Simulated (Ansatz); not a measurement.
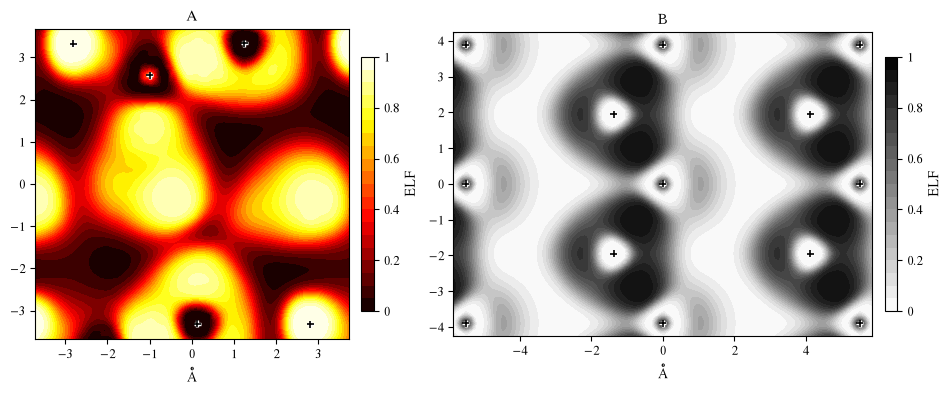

The electron localisation function of 2 systems, each on a plane through atoms (crosses mark nuclei in the plane).

Theory: Ansatz 0.2.0, DFT PBE, scalar-relativistic, plane waves, PAW.

System 1: AlP, the (101) plane of the conventional cell. Space group F-43m; PAW files of the earlier set (soft_1).

```cif
data_structure
_symmetry_space_group_name_H-M 'P 1'
_symmetry_Int_Tables_number 1
_cell_length_a 5.5065
_cell_length_b 5.5065
_cell_length_c 5.5065
_cell_angle_alpha 90.000
_cell_angle_beta 90.000
_cell_angle_gamma 90.000
_cell_volume 166.97
loop_
_atom_site_label
_atom_site_type_symbol
_atom_site_fract_x
_atom_site_fract_y
_atom_site_fract_z
_atom_site_occupancy
Al1 Al 0.50000 0.50000 0.00000 1
Al2 Al 0.00000 0.50000 0.50000 1
Al3 Al 0.00000 0.00000 0.00000 1
Al4 Al 0.50000 0.00000 0.50000 1
P1 P 0.75000 0.75000 0.25000 1
P2 P 0.25000 0.75000 0.75000 1
P3 P 0.25000 0.25000 0.25000 1
P4 P 0.75000 0.25000 0.75000 1
```

System 2: Al$_{6}$P$_{6}$H (cell charge +1, with a compensating background) (cell with a defect), the (100) plane of the calculation cell. Not relaxed (largest force 1.3 eV/Å); PAW files of the earlier set (soft_1).

```
Al P H
1.0
    -5.50652   -2.75326    2.75326
    -2.75326    2.75326    5.50652
    -5.50652    2.75326   -2.75326
Al P H
6 6 1
Cartesian
  -5.5065 2.7533 2.7533
  -5.5065 0.0000 5.5065
  -5.5065 0.0000 0.0000
  0.0000 0.0000 0.0000
  -2.7532 0.0000 2.7532
  -8.2598 0.0000 2.7532
  -4.1299 1.3766 -1.3766
  -4.1299 -1.3766 1.3766
  -6.8831 1.3766 1.3766
  -6.8831 -1.3766 4.1299
  -4.1299 1.3766 4.1299
  -9.6364 1.3766 4.1299
  -8.0305 -0.3825 0.8411
```

Which map belongs to which system?

Panel A is system 2, Al$_{6}$P$_{6}$H: the plane holds Al, P and H. Al–H (1.96 Å): the ELF climbs to about 1 towards the hydrogen. Panel B is system 1, AlP: the plane holds Al and P. Al–P (2.38 Å): the ELF peaks at about 0.95 between the atoms; localised, covalent bonding.
